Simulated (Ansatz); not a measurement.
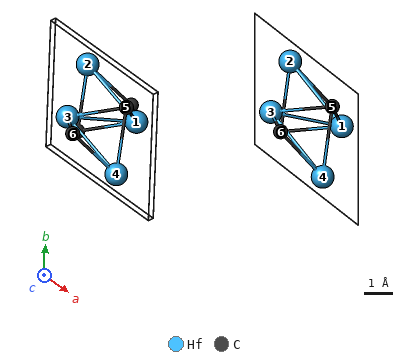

Two geometries of crystalline Hf₂C (a generated structure, set up in I4/mcm) (coarse preliminary run), drawn at one scale. One is the start of a relaxation, the other its converged end. A ball-and-stick model of the cell of the calculation, seen along the c axis.

The calculation used DFT PBEsol, scalar-relativistic, plane waves, PAW (Ansatz 0.2.0). Set-up: plane-wave cutoff 420 eV; k-point mesh 6 × 6 × 6; occupations gaussian; smearing width 0.1 eV; no spin polarisation; cell and atoms relaxed; force threshold 0.05 eV/Å; at most 60 steps.

> Which geometry has the lower energy?

The left one is the relaxed one. Case: Si → C on all its sites, cell and atoms relaxed. The energy falls by 177 meV per atom in 3 accepted moves (4 points after the start). Largest force component: 1.5 eV/Å at the start, 0.021 eV/Å at the end. Pressure: −11.70 GPa at the start and −0.29 GPa at the end. The SCF was repeated once at an unchanged geometry on a basis and grid sized afresh for the cell, which shifted the energy by 0.6 meV per atom at most. The largest moves relative to the cell, 0.12 Å, are those of Hf1, Hf2, Hf3 and Hf4. Hf2 goes along [−1 −1 −2]. C stays in place. The volume changes by −7.3 %, with a = b = c 4.996 → 4.835 Å (−3.2 %), α 103.8° → 105.9°, β 103.8° → 105.9°, γ 121.6° → 116.9°. Among the contacts that change: Hf1–Hf2 3.292 → 3.053 Å, Hf1–C5 2.627 → 2.502 Å, Hf1–Hf2 (another image) 3.110 → 3.227 Å, Hf1–Hf3 2.735 → 2.831 Å. The space group stays I4/mcm (No. 140).
